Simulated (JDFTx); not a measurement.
## Single-point calculation of HfN

- system: HfN (2 atoms in the cell)
- method: Kohn-Sham DFT of a periodic cell, PBE, PseudoDojo-SR-PBE-0.5-standard, no spin polarisation (JDFTx 1.7.0 (patched build))

The structure derives from an entry of the Crystallography Open Database. It belongs to a series of runs on one base structure; here: atoms moved at random by about 0.05 A.

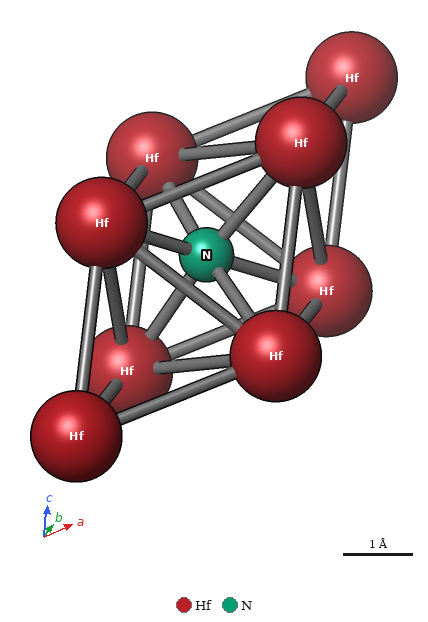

Figure 1. The structure (ball-and-stick view of the cell of the calculation, seen slightly off an axis). Near neighbours in the crystal (not all of them lie inside the picture): Hf has 12 Hf at 3.19 Å and 6 N at 2.15 to 2.36 Å; N has 6 Hf at 2.15 to 2.36 Å.

### The input
```
lattice \
    0.0000000000     4.2632221372     4.2632221372 \
    4.2632221372     0.0000000000     4.2632221372 \
    4.2632221372     4.2632221372     0.0000000000
coords-type Lattice
ion Hf     0.0255780000     0.0115180000    -0.0135500000 1
ion N      0.4868130000     0.5028510000     0.5136500000 1

ion-species pseudo/Hf.upf
ion-species pseudo/N.upf
elec-cutoff 42
elec-ex-corr gga-PBE
kpoint-folding 10 10 10
elec-smearing Fermi 0.0018374661
elec-n-bands 14
electronic-SCF nIterations 100 energyDiffThreshold 1e-08
electronic-minimize nIterations 30 energyDiffThreshold 1e-7
converge-empty-states yes
forces-output-coords Cartesian

dump-name run.$VAR
dump End Ecomponents EigStats BandEigs Kpoints Forces Stress ElecDensity Dtot KEdensity
```

Machine: 1 thread of AMD EPYC (Zen 5), 16 GiB of memory available, shared host.

Command:
```bash
jdftx -c 1 -i HfN.in -o HfN.out
```

### Output
```
*************** JDFTx 1.7.0 (patched build) ***************

Input parsed successfully to the following command list (including defaults):
[... the input with its defaults ...]

---------- Setting up symmetries ----------

Found 48 point-group symmetries of the bravais lattice
Found 1 space-group symmetries with basis
Applied RMS atom displacement 0 bohrs to make symmetries exact.

---------- Initializing the Grid ----------
R =
[            0      4.26322      4.26322  ]
[      4.26322            0      4.26322  ]
[      4.26322      4.26322            0  ]
unit cell volume = 154.969
G =
[  -0.736906   0.736906   0.736906  ]
[   0.736906  -0.736906   0.736906  ]
[   0.736906   0.736906  -0.736906  ]
Minimum fftbox size, Smin = [  36  36  36  ]
Chosen fftbox size, S = [  36  36  36  ]

---------- Exchange Correlation functional ----------
Initalized PBE GGA exchange.
Initalized PBE GGA correlation.

---------- Setting up pseudopotentials ----------
Width of ionic core gaussian charges (only for fluid interactions / plotting) set to 0

Reading pseudopotential file 'pseudo/Hf.upf':
  'Hf' pseudopotential, 'PBE' functional
  Generated using ONCVPSP code by D. R. Hamann
  12 valence electrons, 4 orbitals, 8 projectors, 1001 radial grid points, with lMax = 3
    5S    l: 0   occupation:  2.0   eigenvalue: -2.462799
    5P    l: 1   occupation:  6.0   eigenvalue: -1.307320
    5D    l: 2   occupation:  2.0   eigenvalue: -0.098817
    6S    l: 0   occupation:  2.0   eigenvalue: -0.187732
  Core radius for overlap checks: 2.38 bohrs.

Reading pseudopotential file 'pseudo/N.upf':
  'N' pseudopotential, 'PBE' functional
  Generated using ONCVPSP code by D. R. Hamann
  5 valence electrons, 2 orbitals, 4 projectors, 1001 radial grid points, with lMax = 1
    2S    l: 0   occupation:  2.0   eigenvalue: -0.682907
    2P    l: 1   occupation:  3.0   eigenvalue: -0.260548
  Core radius for overlap checks: 1.31 bohrs.

Initialized 2 species with 2 total atoms.

Folded 1 k-points by 10x10x10 to 1000 k-points.

---------- Setting up k-points, bands, fillings ----------
Adding inversion symmetry to k-mesh for non-inversion-symmetric unit cell.
Reduced to 504 k-points under symmetry.
Computing the number of bands and number of electrons
Calculating initial fillings.
nElectrons:  17.000000   nBands: 14   nStates: 504

----- Setting up reduced wavefunction bases (one per k-point) -----
average nbasis = 2014.841 , ideal nbasis = 2014.707

---------- Setting up ewald sum ----------
Optimum gaussian width for ewald sums = 1.936282 bohr.
Real space sum over 1331 unit cells with max indices [  5  5  5  ]
Reciprocal space sum over 2197 terms with max indices [  6  6  6  ]

---------- Allocating electronic variables ----------
Initializing wave functions:  linear combination of atomic orbitals
Hf pseudo-atom occupations:   s ( 2 2 )  p ( 6 )  d ( 2 )
N pseudo-atom occupations:   s ( 2 )  p ( 3 )
	FillingsUpdate:  mu: +0.742731001  nElectrons: 17.000000
LCAOMinimize: Iter:   0  F: -59.9670582522903644  |grad|_K:  2.785e-03  alpha:  1.000e+00
	FillingsUpdate:  mu: +0.720539073  nElectrons: 17.000000
LCAOMinimize: Iter:   1  F: -60.1158174340940477  |grad|_K:  1.023e-03  alpha:  2.281e-01  linmin: -4.159e-01  cgtest:  8.894e-01
LCAOMinimize: Encountered beta<0, resetting CG.
[... 9 lines of inner loops ...]
LCAOMinimize: Iter:   6  F: -60.1346106745213973  |grad|_K:  3.267e-07  alpha:  5.589e-01  linmin:  1.069e-05  cgtest:  6.895e-04
	FillingsUpdate:  mu: +0.716198899  nElectrons: 17.000000
LCAOMinimize: Iter:   7  F: -60.1346106772051243  |grad|_K:  2.983e-08  alpha:  4.436e-01  linmin: -5.049e-04  cgtest:  2.952e-05
LCAOMinimize: Converged (|Delta F|<1.000000e-06 for 2 iters).

-------- Electronic minimization -----------
Will mix electronic density at each iteration.
	FillingsUpdate:  mu: +0.716198899  nElectrons: 17.000000
	FillingsUpdate:  mu: +0.700715526  nElectrons: 17.000000
SCF: Cycle:  0   F: -60.179201814731627   dF: -4.459e-02   |Residual|: 7.839e-02   |deigs|: 1.779e-02
	FillingsUpdate:  mu: +0.696798332  nElectrons: 17.000000
SCF: Cycle:  1   F: -60.182753219733819   dF: -3.551e-03   |Residual|: 2.338e-02   |deigs|: 8.225e-03
	FillingsUpdate:  mu: +0.695698960  nElectrons: 17.000000
SCF: Cycle:  2   F: -60.183109942282037   dF: -3.567e-04   |Residual|: 1.303e-02   |deigs|: 4.094e-03
	FillingsUpdate:  mu: +0.694564310  nElectrons: 17.000000
SCF: Cycle:  3   F: -60.183147898614237   dF: -3.796e-05   |Residual|: 2.079e-03   |deigs|: 2.462e-03
	FillingsUpdate:  mu: +0.694766808  nElectrons: 17.000000
SCF: Cycle:  4   F: -60.183150295014457   dF: -2.396e-06   |Residual|: 8.330e-04   |deigs|: 5.011e-04
	FillingsUpdate:  mu: +0.694696162  nElectrons: 17.000000
SCF: Cycle:  5   F: -60.183150729993045   dF: -4.350e-07   |Residual|: 1.704e-04   |deigs|: 1.471e-04
	FillingsUpdate:  mu: +0.694690524  nElectrons: 17.000000
SCF: Cycle:  6   F: -60.183150772372116   dF: -4.238e-08   |Residual|: 1.104e-04   |deigs|: 2.264e-05
	FillingsUpdate:  mu: +0.694702204  nElectrons: 17.000000
SCF: Cycle:  7   F: -60.183150783086170   dF: -1.071e-08   |Residual|: 3.272e-05   |deigs|: 2.532e-05
	FillingsUpdate:  mu: +0.694702049  nElectrons: 17.000000
SCF: Cycle:  8   F: -60.183150784860942   dF: -1.775e-09   |Residual|: 2.151e-05   |deigs|: 9.577e-06
	FillingsUpdate:  mu: +0.694700405  nElectrons: 17.000000
SCF: Cycle:  9   F: -60.183150785492174   dF: -6.312e-10   |Residual|: 8.747e-06   |deigs|: 1.079e-05
SCF: Converged (|Delta E|<1.000000e-08 for 2 iters).

Setting wave functions to eigenvectors of Hamiltonian
Converging empty states (this may take a while): |deigs|: 2.709e-04

# Stress tensor in Cartesian coordinates [Eh/a0^3]:
[ -0.000226993 -2.81447e-06 -1.62541e-05  ]
[ -2.81447e-06 -0.000214241  1.05042e-05  ]
[ -1.62541e-05  1.05042e-05 -0.000350109  ]

# Ionic positions in lattice coordinates:
ion Hf   0.025578000000000   0.011518000000000  -0.013550000000000 1
ion N   0.486813000000000   0.502851000000000   0.513650000000000 1

# Forces in Cartesian coordinates:
force Hf   0.009532339615971  -0.005978089164042  -0.024556051609816 1
force N  -0.009534491955175   0.005980189809212   0.024561124320923 1

# Energy components:
   Eewald =      -53.0656601002503265
       EH =        6.8232878178770644
     Eloc =      -26.7240495083195810
      Enl =        1.7558009325531856
      Exc =      -17.4309221193059862
 Exc_core =        6.7259390711781526
       KE =       21.7326480951058798
-------------------------------------
     Etot =      -60.1829558111616123
       TS =        0.0001949743305601
-------------------------------------
        F =      -60.1831507854921739

IonicMinimize: Iter:   0  F: -60.183150785492174  |grad|_K:  1.560e-02
IonicMinimize: None of the convergence criteria satisfied after 0 iterations.

#--- Lowdin population analysis ---
# oxidation-state Hf +0.719
# oxidation-state N -0.667

Dumping 'run.eigStats' ...
	eMin: -1.612047 at state 0 ( [ +0.000000 +0.000000 +0.000000 ] spin 0 )
	HOMO: +0.694561 at state 318 ( [ +0.300000 -0.400000 -0.400000 ] spin 0 )
	mu  : +0.694702
	LUMO: +0.695297 at state 337 ( [ +0.300000 -0.200000 +0.500000 ] spin 0 )
	eMax: +1.082647 at state 315 ( [ +0.300000 -0.400000 +0.300000 ] spin 0 )
	HOMO-LUMO gap: +0.000736
	Optical gap  : +0.005455 at state 63 ( [ +0.100000 +0.100000 +0.100000 ] spin 0 )
Done!
```

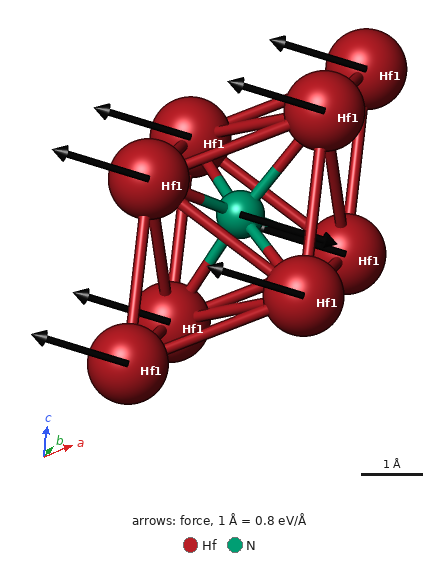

Figure 2. Forces on the atoms as black arrows (ball-and-stick view of the cell of the calculation, seen slightly off an axis; atoms are numbered from 1 in the order of the input). The largest act on N2 (1.39 eV/Å); Hf1 (1.39 eV/Å). The geometry is not a stationary point of this energy.

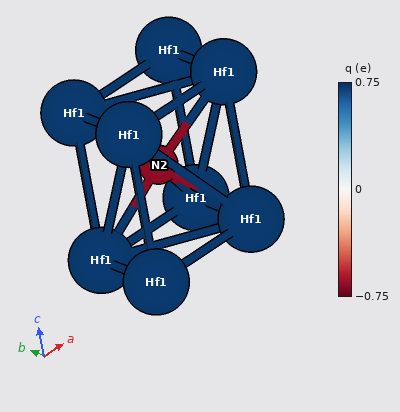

Figure 3. Löwdin charges, as the colour of each atom (ball-and-stick view of the cell of the calculation, seen slightly off an axis; atoms are numbered from 1 in the order of the input). By element: Hf +0.72 and N −0.67 e.

### Results in brief

| quantity | value |
| --- | --- |
| outcome | converged |
| space group (tolerance 0.01 Å) | P1 (1) |
| electrons treated | 17 |
| free energy | −1637.6670 eV |
| Fermi energy | 18.904 eV |
| gap on the k-point mesh | none (metallic) |
| pressure | 7.76 GPa |
| largest force (length of the vector) | 1.389 eV/Å |
| wall time | 4 min |
| peak memory | 0.89 GiB |

Spin–orbit coupling is left out, which matters for Hf. The cell holds an odd number of electrons but the run has no spin polarisation, so it comes out as a metal. The cell is under a pressure of 7.8 GPa at this level, so it is not at its equilibrium volume.
